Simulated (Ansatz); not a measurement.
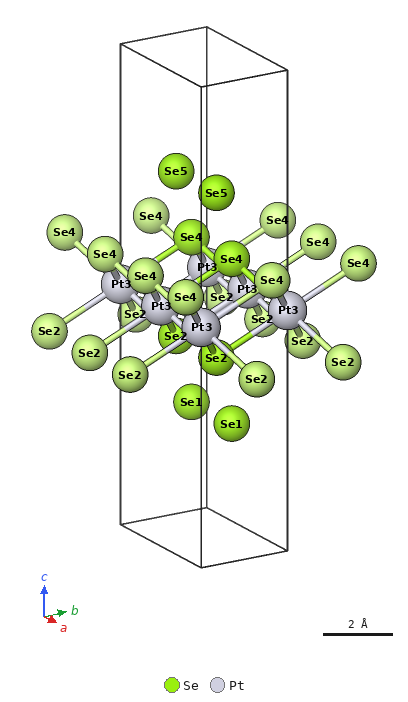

Fig. 1: The structure (ball-and-stick view of the 2 × 1 repeat of the cell, with the vacuum cut short, seen slightly off an axis; neighbours outside the cell are drawn fainter; atoms are numbered from 1 in the order of the input).

Single-point calculation, with input and output: PtSe4

System: PtSe4 (slab, 5 atoms in the cell).
Method: DFT, PBEsol, plane waves, PAW (Ansatz 0.2.0).

The structure derives from an entry of the Crystallography Open Database.

**Input file**
```yaml
crystal:
  lattice:
    - [3.7603063796, 0.0, 0.0]
    - [-1.8801531898, 3.2565208507, 0.0]
    - [0.0, 0.0, 22.1900263333]
  atoms:
    - { symbol: Se, position: [0.3333333333, 0.6666666667, 0.3379896845], spin: 2.0 }
    - { symbol: Se, position: [0.6666666667, 0.3333333333, 0.4428469366] }
    - { symbol: Pt, position: [0.0, 0.0, 0.5] }
    - { symbol: Se, position: [0.3333333333, 0.6666666667, 0.5571530634] }
    - { symbol: Se, position: [0.6666666667, 0.3333333333, 0.6620103155] }
basis:
  ecutwfc: 420
kpoints:
  mp_grid: { grid: [9, 9, 1] }
hamiltonian:
  xc: pbesol
scf:
  occupations: { method: gaussian, width: 0.1 }
  max_iter: 60
output:
  forces: true
  eigenvalues: true
efield:
  axis: 3
  dipole_correction: true
  ramp_width: 0.04
```

Launch command:
```bash
ansatz run input.yaml --threads 2 --pin off --max-ram 5632MiB --backend cpu --events-out ev --progress --plain --runs-dir out
```

**What the program printed**
```
Error: inconsistent input (magnetization.spin_polarized): false but per-atom `spin:`, `per_species`, `initial_magnetization`, `magnetic_field`, or `spin_locking` is set
```

**What the run reported**

```tsv
quantity	value
outcome	refused by the program
hardware	2 threads of Arm Neoverse V2, 24 GiB of memory available, shared host
```

**Diagnosis**

The input was spoiled on purpose: a moment without spin polarisation (`magnetization` and `crystal.atoms[0].spin`). The program refused the input: “inconsistent input (magnetization.spin_polarized): false but per-atom `spin:`, `per_species`, `initial_magnetization`, `magnetic_field`, or `spin_locking` is set”
